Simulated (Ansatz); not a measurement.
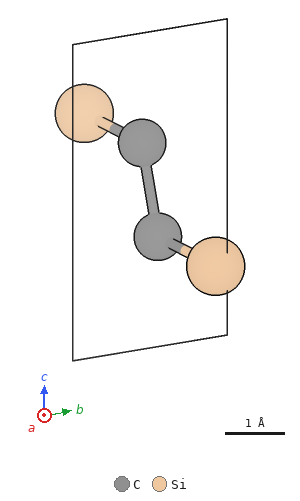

Starting frame of a dynamics run of a 4-atom cell of SiC. Style: ball-and-stick. Shown: the reduced simulation cell, along the a axis. Bonds to atoms that aren't drawn are left out. Lengths and directions refer to the drawn axes.

All numbers below come from DFT, r2SCAN, plane waves, PAW in Ansatz 0.2.0.

Input file:
```yaml
crystal:
  lattice:
    - [1.5415877827, 0.8900361213, 5.3212273245]
    - [-1.5415877827, 0.8900361213, 5.3212273245]
    - [0.0, -1.7800722426, 5.3212273245]
  atoms:
    - { symbol: C, position: [0.449191069, 0.449191069, 0.449191069] }
    - { symbol: Si, position: [0.9254740595, 0.9254740595, 0.9254740595] }
    - { symbol: Si, position: [0.0745259405, 0.0745259405, 0.0745259405] }
    - { symbol: C, position: [0.550808931, 0.550808931, 0.550808931] }
kpoints:
  mp_grid: { grid: [6, 6, 6] }
hamiltonian:
  xc: r2scan
scf:
  occupations: { method: fermi_dirac, width: 0.19 }
md:
  ensemble: nve
  temperature: 2200
  timestep: 1.5
  n_steps: 40
  initial_velocities: maxwell_boltzmann
  seed: 2944
```

Command:
```bash
ansatz run input.yaml --threads 4 --pin off --max-ram 3686MiB --backend cpu --events-out ev --progress --plain --runs-dir out
```

What does the trajectory do?

The mean temperature in the second half is 992 K (standard deviation 316 K). The first frame carries almost no forces, so kinetic energy first flows into potential energy: the temperature drops from 2200 to 325 K within 12 fs, and without a thermostat its mean stays below the start. The potential energy in the second half lies on average 118 meV per atom above the first frame. In the second half of the run the atoms are, in the root-mean-square, this far from where they began (common drift taken out): C 0.14 Å, Si 0.12 Å. The run lasts only 60 fs, too short to tell vibration from diffusion.

Along the run (each row but the first and the last is the mean over the interval that it begins):

```csv
time (fs),potential energy (meV/atom),T (K)
0.0,0.0,2200
9.0,166.2,503
18.0,70.5,1480
27.0,127.0,905
36.0,117.0,1004
45.0,132.1,852
54.0,114.9,1026
```

The paths of the atoms, magnified 3 times:

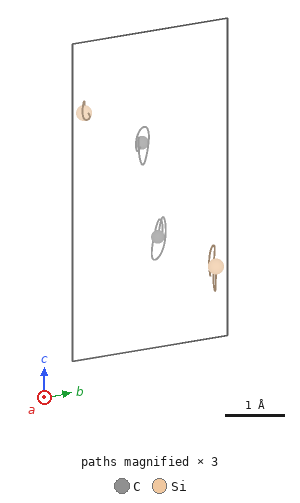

Cost: 3 min on 4 threads of Arm Neoverse N1 (shared host), peak memory 0.54 GiB.
